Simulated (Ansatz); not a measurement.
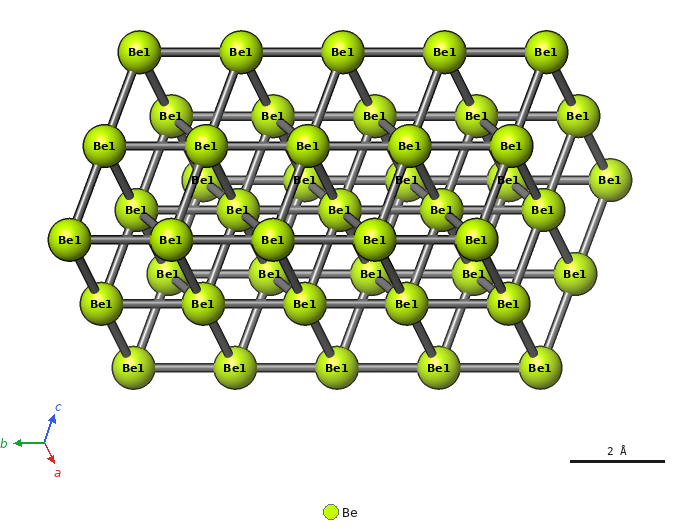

Figure 1. The structure (ball-and-stick view of the cell of the calculation, repeated 2 × 4 × 2, seen at an oblique angle; atoms are numbered from 1 in the order of the input). Near neighbours in the crystal (not all of them lie inside the picture): Be has 8 Be at 2.17 Å.

**What a change does: single-point calculation on Be**

System: Be (1 atom in the cell).
Method of run 1: DFT, PBE, all-electron LAPW, scalar-relativistic, no spin polarisation (Ansatz 0.2.0).

Text and figures count atoms from 1; the logs count them from 0 in places.

Input, run 1:
```yaml
crystal:
  lattice:
    - [-1.2409627004, 1.2409627004, 1.268988807]
    - [1.2409627004, -1.2409627004, 1.268988807]
    - [1.2409627004, 1.2409627004, -1.268988807]
  atoms:
    - { symbol: Be, position: [0.0, 0.0, 0.0] }
kpoints:
  mp_grid: { grid: [20, 20, 20] }
scf:
  occupations: { method: fermi_dirac, width: 0.05 }
hamiltonian:
  xc: pbe
  pseudopotentials: { kind: all_electron, lapw: { basis_error: 0.001 } }
output:
  forces: true
  stress: true
  eigenvalues: true
```

Launched with:
```bash
ansatz run input.yaml --threads 1 --pin off --max-ram 2048MiB --backend cpu --events-out ev --progress --plain --runs-dir out
```

Hardware: 1 thread of AMD EPYC (Zen 5), 16 GiB of memory available, shared host.

Output, shortened to warnings, some set-up lines, iterations and results (run 1):
```
Basis set: ecut = 153.68540249941768 eV, 43 PW (Γ), exchange–correlation at level 2
Symmetry: 16 space group operations
k-points: 641 of 8000
Initial density: superposition of atomic densities (chi_scale 0.1, normalization cell)
[...]
SCF iter   1: F=—  HF=-401.816949 eV  |F-HF|=—  |Δ(HF+E_count)|=         —  Δρ=3.74e-3  dr2=5.05e-4  ethr=1.26e-5  ⟨swp⟩=3.6  Hψ=35009  notcnv=0
SCF iter   2: F=—  HF=-401.812457 eV  |F-HF|=—  |Δ(HF+E_count)|=   4.49e-3  Δρ=1.85e-3  dr2=1.23e-4  ethr=1.26e-5  ⟨swp⟩=2.0  Hψ=10734  notcnv=0
SCF iter   3: F=—  HF=-401.811741 eV  |F-HF|=—  |Δ(HF+E_count)|=   7.17e-4  Δρ=1.74e-4  dr2=1.08e-6  ethr=2.69e-8  ⟨swp⟩=2.0  Hψ=18456  notcnv=0
SCF iter   4: F=-401.811746 eV  HF=-401.811746 eV  |F-HF|=7.22e-9  |Δ(HF+E_count)|=   4.90e-6  Δρ=9.68e-6  dr2=3.37e-9  ethr=2.69e-8  ⟨swp⟩=2.0  Hψ=10737  notcnv=0
SCF 1 converged in 4 iterations: F = -401.811746 eV  dr2 = 3.37e-9
SCF converged after 4 iterations
Free energy (F): -401.811746 eV
Harris-Foulkes:  -401.811746 eV  (|F-HF|=7.22e-9)
Internal energy: -401.810613 eV  (E = F + TS)
E sigma→0 (E₀):  -401.811179 eV
Entropy (-TS):   -0.001132 eV (-1.132 meV/atom)
Fermi energy:    9.596258 eV
--- Per-component energies (eV) ---
  E_band       = -175.350544
  E_kinetic    = 399.317424
  E_xc         = -79.435680
  E_electrostatic = -721.692357  (all electrons and nuclei)
  E_smearing   = -0.001132  (= −TS)
  E_closure    = 0.000000  (closes the sum)
  E_atoms      = -398.180714  (free atoms, spherical and without spin; not in F)
  Σ components = -401.811746   (vs F -401.811746, Δ=0.00e0)
  Basis errors (estimates in eV, not in F): energy 8.0e-4 per atom: plane waves 8.0e-4 (4.4e-4 summed), levels above the bands 4.9e-161, relativity 1.9e-9, radial functions 5.5e-6, core shells 0.0e0; eigenvalues (radial functions only) 9.9e-4; not estimated: angular momenta, meshes, grids; target …
--- Forces (eV/Å), atoms counted from 1 ---
  atom   1  Be     0.00000000    -0.00000000    -0.00000000
  max |Σ_I F_I| component: 1.79e-31 eV/Å
--- Stress (GPa, compression-positive) ---
        0.920338      -0.000000      -0.000000
       -0.000000       0.920338       0.000000
       -0.000000       0.000000      -1.878102
  P = ⅓ Tr σ = -0.0125 GPa (-0.125 kbar)
```

The input of run 2 differs as follows (lines with − go, lines with + come):
```diff
-  mp_grid: { grid: [20, 20, 20] }
+  mp_grid: { grid: [10, 10, 10] }
-  occupations: { method: fermi_dirac, width: 0.05 }
+  occupations: { method: methfessel_paxton, width: 0.05 }
```

What does this change do to the results?

The energy of run 2 (smearing taken to zero) is 8.9 meV per atom higher, the joint effect of these numerical settings, which can't be told apart here. The number of SCF iterations is the same. The irreducible k-points go from 641 to 102.

Output, shortened to warnings, some set-up lines, iterations and results (run 2):
```
Basis set: ecut = 153.68540249941768 eV, 43 PW (Γ), exchange–correlation at level 2
Symmetry: 16 space group operations
k-points: 102 of 1000
Initial density: superposition of atomic densities (chi_scale 0.1, normalization cell)
[...]
SCF iter   1: F=—  HF=-401.807472 eV  |F-HF|=—  |Δ(HF+E_count)|=         —  Δρ=3.57e-3  dr2=4.55e-4  ethr=1.14e-5  ⟨swp⟩=3.7  Hψ=5571  notcnv=0
SCF iter   2: F=—  HF=-401.802975 eV  |F-HF|=—  |Δ(HF+E_count)|=   4.50e-3  S|Δr|=    0.00e0  Δρ=1.76e-3  dr2=1.11e-4  ethr=1.14e-5  ⟨swp⟩=2.0  Hψ=1698  notcnv=0
SCF iter   3: F=—  HF=-401.802255 eV  |F-HF|=—  |Δ(HF+E_count)|=   7.20e-4  S|Δr|=    0.00e0  Δρ=1.68e-4  dr2=9.91e-7  ethr=2.48e-8  ⟨swp⟩=2.0  Hψ=2921  notcnv=0
SCF iter   4: F=-401.802260 eV  HF=-401.802260 eV  |F-HF|=7.83e-9  |Δ(HF+E_count)|=   4.87e-6  S|Δr|=    0.00e0  Δρ=9.89e-6  dr2=3.50e-9  ethr=2.48e-8  ⟨swp⟩=2.0  Hψ=1698  …
SCF 1 converged in 4 iterations: F = -401.802260 eV  dr2 = 3.50e-9
SCF converged after 4 iterations
Stability not checked: this state was not tested for a lower state beside it, because cold or Methfessel-Paxton smearing, or corrected tetrahedra, fill the levels in a way that the test cannot read (fill_not_monotonic; see scf.lower_state_search)
Free energy (F): -401.802260 eV
Harris-Foulkes:  -401.802260 eV  (|F-HF|=7.83e-9)
Internal energy: -401.802154 eV  (E = F + TS)
E sigma→0 (E₀):  -401.802234 eV
Entropy (-TS):   -0.000105 eV (-0.105 meV/atom)
Fermi energy:    9.536399 eV
--- Per-component energies (eV) ---
  E_band       = -175.336828
  E_kinetic    = 399.322117
  E_xc         = -79.435192
  E_electrostatic = -721.689080  (all electrons and nuclei)
  E_smearing   = -0.000105  (= −TS)
  E_closure    = 0.000000  (closes the sum)
  E_atoms      = -398.180714  (free atoms, spherical and without spin; not in F)
  Σ components = -401.802260   (vs F -401.802260, Δ=0.00e0)
  Basis errors (estimates in eV, not in F): energy 8.0e-4 per atom: plane waves 8.0e-4 (4.4e-4 summed), levels above the bands 0.0e0, relativity 2.0e-9, radial functions 5.5e-6, core shells 0.0e0; eigenvalues (radial functions only) 9.8e-4; not estimated: angular momenta, meshes, grids; target …
--- Forces (eV/Å), atoms counted from 1 ---
  atom   1  Be     0.00000000    -0.00000000    -0.00000000
  max |Σ_I F_I| component: 9.86e-32 eV/Å
--- Stress (GPa, compression-positive) ---
        0.669069      -0.000000      -0.000000
       -0.000000       0.669069      -0.000000
       -0.000000      -0.000000      -1.105776
  P = ⅓ Tr σ = 0.0775 GPa (0.775 kbar)
```

The two runs side by side:

```tsv
quantity	run 1	run 2
outcome	converged	converged
free energy per atom (eV)	−401.8117	−401.8023
energy per atom, smearing taken to zero (eV)	−401.8112	−401.8022
pressure (GPa)	−0.01	0.08
largest force (eV/Å)	0.000	0.000
SCF iterations	4	4
irreducible k-points	641	102
plane waves at Γ	43	43
wall time (shared host)	3.2 s	0.58 s
```

For run 2: These settings are looser than, or depart from, a standard set-up, so the numbers are not reference values for this system.
